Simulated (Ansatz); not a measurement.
# Ni: which magnetic state does the SCF reach?, part 1 of 2

How much does the result for Ni depend on the starting moments? The same cell is run from several starts. System: Ni, its experimental structure (space group Fm-3m, primitive cell doubled); the cell holds 2 atoms. Source: COD entry 9012982, which need not be the ambient phase.

Method: DFT PBE, PAW, plane waves, scalar-relativistic, in Ansatz 0.2.0.

### 1 The starting structure

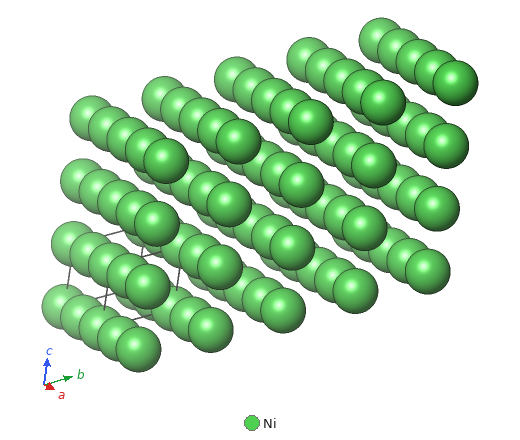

The starting structure, seen slightly off an axis (nickel green). 2×4×3 cells are drawn. Atoms on the faces are drawn again on the opposite ones.

Coordinates:

```
Ni
1.0
     0.00000    3.53470    3.53470
     1.76735    0.00000    1.76735
     1.76735    1.76735    0.00000
Ni
2
Direct
  0.00000 0.00000 0.00000
  0.50000 0.00000 0.00000
```

In tables a label like Ni2 counts atoms in the order of input.yaml; a structure file may count by element.

Planned first: parallel moments, plain SCF; opposed moments +-, plain SCF; no spin polarisation; spin on, no moments given (the program may seed its own), plain SCF. What is tried next depends on their ends.

A plain SCF has the search for lower states switched off and ends at the first converged state. Ends within 0.2 meV/atom and 0.1 μB count as one state.

The total moment includes the space between the atomic spheres.

### 2 Parallel moments, plain SCF

The input, input.yaml:

```yaml
crystal:
  lattice:
    - [0.0, 3.5347, 3.5347]
    - [1.76735, 0.0, 1.76735]
    - [1.76735, 1.76735, 0.0]
  atoms:
    - { symbol: Ni, position: [0.0, 0.0, 0.0], spin: 2.0 }
    - { symbol: Ni, position: [0.5, 0.0, 0.0], spin: 2.0 }
magnetization:
  spin_polarized: true
hamiltonian:
  xc: pbe
  pseudopotentials: { kind: paw }
basis:
  ecutwfc: 420
kpoints:
  mp_grid: { grid: [6, 12, 12] }
scf:
  occupations: { method: fermi_dirac, width: 0.05 }
  lower_state_search: "off"
output:
  forces: true
  stress: true
```

Output, cut to the lines that bear on the results:

```text
[...]
Pseudopotentials: kind: paw
Pseudopotential: Ni, paw, valence charge 18, recommended cutoff 420 eV (normal), Ni.paw.azcp
Functional definition: PBE
[...]
Crystal: 2 atoms, lattice volume = 22.081 Å³
Basis set: ecut = 420 eV, 409 PW (Γ), exchange–correlation on 72×36×36 points (8 copies of the dense FFT grid, shifted against one another)
Bands: 24, of which v1, the nominal top of the filled ones, is band 18 counted from 1 (17 counted from 0)
Symmetry: 24 space group operations
Space group: Fm-3m (ITA 225), of the structure as read, at distance tolerance 2.8e-5 Å
Magnetic group: BNS 225.116 (UNI 1618), of the structure as read, at distance tolerance 2.8e-5 Å
k-points: 98 of 864
[...]
Starting moments: Σ|m| = 4 μB on 2 of 2 sites
[...]
SCF iter   1: F=—  HF=-11678.898803 eV  |F-HF|=—  |Δ(HF+E_count)|=         —  Δρ=1.24e-1 (↑1.13e-1 ↓1.24e-1)  dr2=1.93e-2  dr2_m=2.82e0  M=1.910 μB ∫|m|=2.111 μB  β_m=0.30  ethr=5.37e-5  ⟨swp⟩=1.1  Hψ=23882  notcnv=0
[...]
spin-set hold released at iteration 1 (the charge has settled, or the pull on large starting moments outlasts its swing): the magnetisation degrees of freedom join the quasi-Newton model from the next iteration; the mixer history was flushed
[...]
SCF iter  10: F=-11679.453308 eV  HF=-11679.453308 eV  |F-HF|=7.02e-10  |Δ(HF+E_count)|=   5.48e-9  Δρ=5.64e-6 (↑5.64e-6 ↓5.62e-6)  dr2=9.36e-12  dr2_m=6.40e-9  M=1.382 μB ∫|m|=1.576 μB  ethr=1.44e-11  ⟨swp⟩=2.0  Hψ=13489  notcnv=0
[...]
SCF converged after 10 iterations
Magnetization: 1.3816 μB (18.6908 up, 17.3092 down)
Absolute magnetization: 1.5778 μB (∫|ρ↑−ρ↓|, with the PAW one-centre terms)
Spin contamination: 0.0162 ħ² per cell (⟨S²⟩ above its minimum at these occupations)
Per-site moments (μB) at R_I (Å): [(0.7323397434724271, 1.031006765027287), (0.7323397434724271, 1.031006765027287)]
Free energy (F): -11679.453308 eV
[...]
E sigma→0 (E₀):  -11679.439843 eV
Entropy (-TS):   -0.026930 eV (-13.465 meV/atom)
Fermi energy:    17.854731 eV
[...]
--- Forces (eV/Å), atoms counted from 1 ---
  atom   1  Ni     0.00000000     0.00000000     0.00000000
  atom   2  Ni     0.00000000     0.00000000     0.00000000
[...]
--- Stress (GPa, compression-positive) ---
       -2.231245      -0.000002      -0.000002
       -0.000002      -2.231245       0.000002
       -0.000002       0.000002      -2.231245
  P = ⅓ Tr σ = -2.2312 GPa (-22.312 kbar)
```

Wall time 4.2 s (2 threads of an Arm CPU, shared host); peak memory 0.34 GiB.

End: ferromagnetic, site moments Ni1 0.73, Ni2 0.73 μB, total 1.38 μB per cell, no gap on the k-mesh.

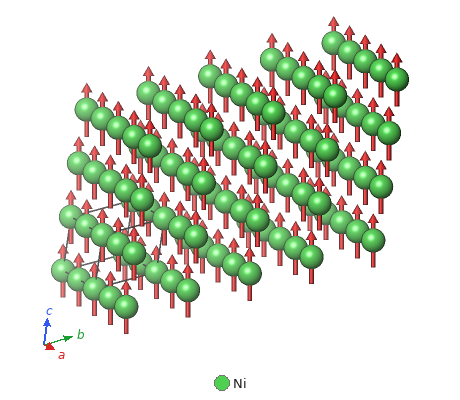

Arrows show the site moments: red and blue are opposite signs, and length grows with size. The axis is drawn upright for the eye.

### 3 Opposed moments +-, plain SCF

input.yaml, as its differences from that of step 2:

```diff
@@ -7,3 +7,3 @@
     - { symbol: Ni, position: [0.0, 0.0, 0.0], spin: 2.0 }
-    - { symbol: Ni, position: [0.5, 0.0, 0.0], spin: 2.0 }
+    - { symbol: Ni, position: [0.5, 0.0, 0.0], spin: -2.0 }
 magnetization:
```

Output, cut to the lines that bear on the results:

```text
[... 11 lines as in an earlier run ...]
Symmetry: 12 space group operations
Space group: R-3m (ITA 166), of the structure as read, at distance tolerance 2.8e-5 Å
Magnetic group: BNS 166.102 (UNI 1332), of the structure as read, at distance tolerance 2.8e-5 Å
[... 5 lines as in an earlier run ...]
Starting moments: Σ|m| = 4 μB on 2 of 2 sites
Starting magnetic order: antiferromagnet; a translation exchanges its spin sublattices: spin-degenerate at every k-point
[... 2 lines as in an earlier run ...]
spin-down is spin-up translated by (0.5, 0, 0): one eigenproblem is solved per k-point and the antiferromagnetic symmetry of the starting moments is kept exactly by this SCF (crystal.symmetry.spin_inversion_symmetry: false solves both channels; [...]
SCF converged after 12 iterations
Magnetization: 0.0000 μB (18.0000 up, 18.0000 down)
Absolute magnetization: 0.5406 μB (∫|ρ↑−ρ↓|, with the PAW one-centre terms)
Spin contamination: 0.1708 ħ² per cell (⟨S²⟩ above its minimum at these occupations)
Per-site moments (μB) at R_I (Å): [(0.2631545840628229, 1.031006765027287), (-0.2631545840628229, 1.031006765027287)]
Free energy (F): -11679.360303 eV
[...]
E sigma→0 (E₀):  -11679.337227 eV
Entropy (-TS):   -0.046152 eV (-23.076 meV/atom)
Fermi energy:    17.671205 eV
[...]
--- Forces (eV/Å), atoms counted from 1 ---
  atom   1  Ni    -0.00000000     0.00000000    -0.00000000
  atom   2  Ni     0.00000000     0.00000000     0.00000000
[...]
--- Stress (GPa, compression-positive) ---
       -3.548616      -0.157931      -0.157931
       -0.157931      -3.548616       0.157931
       -0.157931       0.157931      -3.548616
  P = ⅓ Tr σ = -3.5486 GPa (-35.486 kbar)
```

Run time: 2.8 s. Hardware: 2 threads of an Arm CPU, shared host; peak memory 0.34 GiB.

Result: antiferromagnetic (magnetic neighbours of Ni1 with a moment over 0.3 of its own that point the other way: 6 of 12 at 2.50 Å, 6 of 6 at 3.53 Å), site moments Ni1 0.26, Ni2 -0.26 μB, total 0.00 μB per cell, no gap on the k-mesh. Against step 2, the lowest until now, it is 46.5 meV/atom higher.

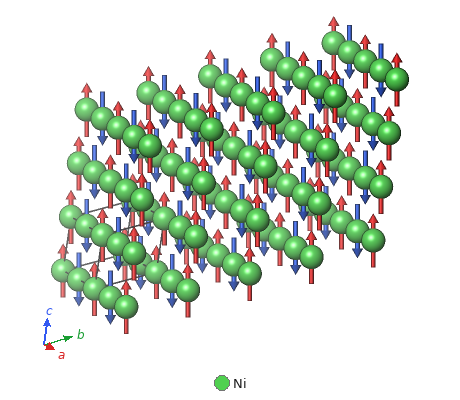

Arrows show the site moments: red and blue are opposite signs, and length grows with size. The axis is drawn upright for the eye.

### 4 No spin polarisation

input.yaml, as its differences from that of step 3:

```diff
@@ -6,6 +6,4 @@
   atoms:
-    - { symbol: Ni, position: [0.0, 0.0, 0.0], spin: 2.0 }
-    - { symbol: Ni, position: [0.5, 0.0, 0.0], spin: -2.0 }
-magnetization:
-  spin_polarized: true
+    - { symbol: Ni, position: [0.0, 0.0, 0.0] }
+    - { symbol: Ni, position: [0.5, 0.0, 0.0] }
 hamiltonian:
```

Output, cut to the lines that bear on the results:

```text
[... 10 lines as in an earlier run ...]
Bands: 22, of which v1, the nominal top of the filled ones, is band 18 counted from 1 (17 counted from 0)
[... 6 lines as in an earlier run ...]
[...]
[... 2 lines as in an earlier run ...]
SCF iter   1: F=—  HF=-11679.356762 eV  |F-HF|=—  |Δ(HF+E_count)|=         —  Δρ=3.30e-3  dr2=4.28e-4  ethr=1.77e-3  ⟨swp⟩=5.2  Hψ=8095  notcnv=0
[...]
SCF iter   6: F=-11679.356975 eV  HF=-11679.356975 eV  |F-HF|=6.44e-10  |Δ(HF+E_count)|=   1.16e-9  Δρ=4.12e-6  dr2=6.76e-10  ethr=1.70e-11  ⟨swp⟩=2.1  Hψ=7061  notcnv=0
[...]
SCF converged after 6 iterations
Free energy (F): -11679.356975 eV
[...]
E sigma→0 (E₀):  -11679.329205 eV
Entropy (-TS):   -0.055541 eV (-27.770 meV/atom)
Fermi energy:    17.653066 eV
[...]
--- Forces (eV/Å), atoms counted from 1 ---
  atom   1  Ni     0.00000000     0.00000000     0.00000000
  atom   2  Ni     0.00000000    -0.00000000     0.00000000
[...]
--- Stress (GPa, compression-positive) ---
       -3.864272      -0.000092      -0.000092
       -0.000092      -3.864272       0.000092
       -0.000092       0.000092      -3.864272
  P = ⅓ Tr σ = -3.8643 GPa (-38.643 kbar)
```

Run time: 1.4 s. Hardware: 2 threads of an Arm CPU, shared host; peak memory 0.32 GiB.

Result: non-magnetic (no spin polarisation), no gap on the k-mesh. It lies 48.2 meV/atom above the lowest state so far (step 2).

### 5 Spin on, no moments given (the program may seed its own), plain SCF

input.yaml, as its differences from that of step 4:

```diff
@@ -21 +21,3 @@
   stress: true
+magnetization:
+  spin_polarized: true
```

Output, cut to the lines that bear on the results:

```text
band count auto-derived: 24 (N_el = 36.0; filled up to band 18; 22 by the electrons, moments and atoms)
[... 20 lines as in an earlier run ...]
[...]
SCF iter   1: F=—  HF=-11678.117352 eV  |F-HF|=—  |Δ(HF+E_count)|=         —  Δρ=1.76e-1 (↑1.76e-1 ↓1.75e-1)  dr2=1.28e-2  dr2_m=6.22e0  M=2.509 μB ∫|m|=2.509 μB  ethr=4.21e-4  ⟨swp⟩=1.2  Hψ=12002  notcnv=0
[...]
SCF iter  10: F=-11679.453308 eV  HF=-11679.453308 eV  |F-HF|=1.06e-9  |Δ(HF+E_count)|=   1.52e-8  Δρ=2.94e-6 (↑9.38e-7 ↓2.94e-6)  dr2=1.16e-9  dr2_m=2.35e-10  M=1.382 μB ∫|m|=1.576 μB  ethr=4.90e-11  ⟨swp⟩=2.1  Hψ=14305  notcnv=0
[...]
SCF converged after 10 iterations
Magnetization: 1.3816 μB (18.6908 up, 17.3092 down)
Absolute magnetization: 1.5777 μB (∫|ρ↑−ρ↓|, with the PAW one-centre terms)
Spin contamination: 0.0162 ħ² per cell (⟨S²⟩ above its minimum at these occupations)
Per-site moments (μB) at R_I (Å): [(0.7323190182781235, 1.031006765027287), (0.7323190182781235, 1.031006765027287)]
Free energy (F): -11679.453308 eV
[...]
E sigma→0 (E₀):  -11679.439843 eV
Entropy (-TS):   -0.026932 eV (-13.466 meV/atom)
Fermi energy:    17.854724 eV
[... 24 lines left out: energy terms, forces, stress ...]
```

Run time: 3.8 s. Hardware: 2 threads of an Arm CPU, shared host; peak memory 0.34 GiB.

The run ends in the same state as step 2 (ferromagnetic); it took 10 iterations.

### 6 Parallel moments scaled by 0.2, plain SCF

input.yaml, as its differences from that of step 5:

```diff
@@ -6,4 +6,6 @@
   atoms:
-    - { symbol: Ni, position: [0.0, 0.0, 0.0] }
-    - { symbol: Ni, position: [0.5, 0.0, 0.0] }
+    - { symbol: Ni, position: [0.0, 0.0, 0.0], spin: 0.4 }
+    - { symbol: Ni, position: [0.5, 0.0, 0.0], spin: 0.4 }
+magnetization:
+  spin_polarized: true
 hamiltonian:
@@ -21,3 +23 @@
   stress: true
-magnetization:
-  spin_polarized: true
```

Output, cut to the lines that bear on the results:

```text
[... 10 lines as in an earlier run ...]
Bands: 23, of which v1, the nominal top of the filled ones, is band 18 counted from 1 (17 counted from 0)
[... 8 lines as in an earlier run ...]
Starting moments: Σ|m| = 0.8 μB on 2 of 2 sites
[... 2 lines as in an earlier run ...]
[...]
SCF iter   1: F=—  HF=-11679.405932 eV  |F-HF|=—  |Δ(HF+E_count)|=         —  Δρ=4.10e-2 (↑4.10e-2 ↓1.46e-2)  dr2=1.46e-1  dr2_m=1.14e-1  M=0.940 μB ∫|m|=0.977 μB  β_m=1.00  ethr=4.05e-4  ⟨swp⟩=1.0  Hψ=22883  notcnv=0
[...]
spin-set hold released at iteration 12 (site moments contracting): the magnetisation degrees of freedom join the quasi-Newton model from the next iteration; the mixer history was flushed
[...]
SCF iter  19: F=-11679.453308 eV  HF=-11679.453308 eV  |F-HF|=4.73e-10  |Δ(HF+E_count)|=  5.78e-10  Δρ=1.75e-6 (↑1.75e-6 ↓8.10e-7)  dr2=7.64e-10  dr2_m=6.01e-11  M=1.382 μB ∫|m|=1.576 μB  ethr=2.78e-10  ⟨swp⟩=4.0  Hψ=14713  notcnv=0
[...]
SCF converged after 19 iterations
Magnetization: 1.3816 μB (18.6908 up, 17.3092 down)
Absolute magnetization: 1.5777 μB (∫|ρ↑−ρ↓|, with the PAW one-centre terms)
Spin contamination: 0.0162 ħ² per cell (⟨S²⟩ above its minimum at these occupations)
Per-site moments (μB) at R_I (Å): [(0.7323197857262818, 1.031006765027287), (0.7323197857262818, 1.031006765027287)]
Free energy (F): -11679.453308 eV
[...]
E sigma→0 (E₀):  -11679.439843 eV
Entropy (-TS):   -0.026932 eV (-13.466 meV/atom)
Fermi energy:    17.854691 eV
[... 24 lines left out: energy terms, forces, stress ...]
```

Wall time 6.2 s (2 threads of an Arm CPU, shared host); peak memory 0.34 GiB.

Nothing new: the 19 iterations lead to the state found in step 2 (ferromagnetic).

(Continued in part 2 of 2.)
